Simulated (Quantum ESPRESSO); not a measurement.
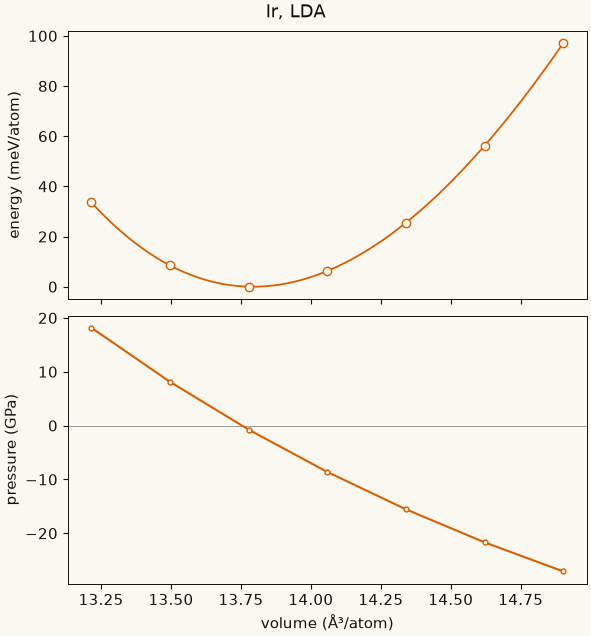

The figure shows the energy and pressure against volume for Ir, space group Fm-3m (No. 225).

Cell as given: a = 2.709 Å, b = 2.709 Å, c = 2.709 Å, α = 60.00°, β = 60.00°, γ = 60.00°; 1 atom.

Calculation (Quantum ESPRESSO 7.5): plane-wave DFT, no spin polarisation; energies at scaled volumes of the given cell, shape and fractions fixed, counted from the fit's minimum, third-order Birch-Murnaghan fit. Level: LDA.

- k mesh: 12×12×12
- occupations: Fermi–Dirac
- smearing width: 0.05 eV
- potentials: PseudoDojo 0.4.1 SR LDA standard
- wave cutoff: 761.9 eV
- density cutoff: 3048 eV

**How stiff is the solid, and where is its volume at rest?**

A third-order Birch–Murnaghan fit gives V0 = 13.79 Å³/atom, B0 = 408 GPa and B′ = 5.1.

**Read off the course of the pressure.**

It falls from 18.17 GPa at volume 13.22 Å³/atom to −27.09 GPa at 14.90 Å³/atom, and changes sign near 13.75 Å³/atom.
